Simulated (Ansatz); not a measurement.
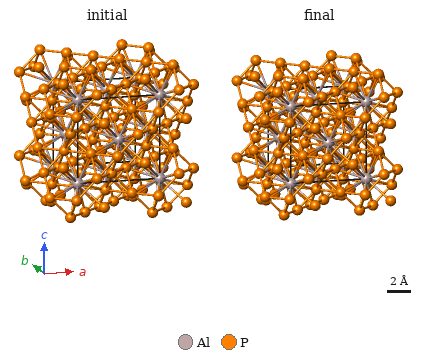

The structure of crystalline AlP5 (a generated structure, set up in F-43m) (coarse preliminary run) before (left) and after (right) a relaxation, at one scale.

The picture is a ball-and-stick view of the conventional cell (4 times the calculation's cell), seen slightly off an axis. Lengths and directions refer to the drawn axes.

Theory: DFT PBE, scalar-relativistic, plane waves, PAW (Ansatz). Settings: plane-wave cutoff 420 eV; k-point mesh 4 × 4 × 4; occupations gaussian; smearing width 0.1 eV; no spin polarisation; cell and atoms relaxed; force threshold 0.04 eV/Å; at most 70 steps.

**What changed between the two?**

The energy falls by 215 meV per atom in 4 accepted moves (5 points after the start). Largest force component: 0.036 eV/Å at the start, 0.0013 eV/Å at the end. The pressure goes from −13.05 to −0.03 GPa. At 1 point the geometry stayed and the basis and grid were re-selected for the new cell (energy shift of 0.2 meV per atom at most each time). No atom moves by more than 0.005 Å relative to the cell. The volume changes by −21.9 %, with a = b = c 7.751 → 7.136 Å (−7.9 %). Among the contacts that change: Al–P 3.356 → 3.090 Å, Al–P 3.213 → 2.959 Å, P–P 2.740 → 2.521 Å. The space group stays F-43m (No. 216). Cost: 49 s on 1 thread of Intel(R) Xeon(R) Processor @ 2.50GHz (Skylake/Cascade Lake), with other jobs on the host, peak memory 0.35 GiB.
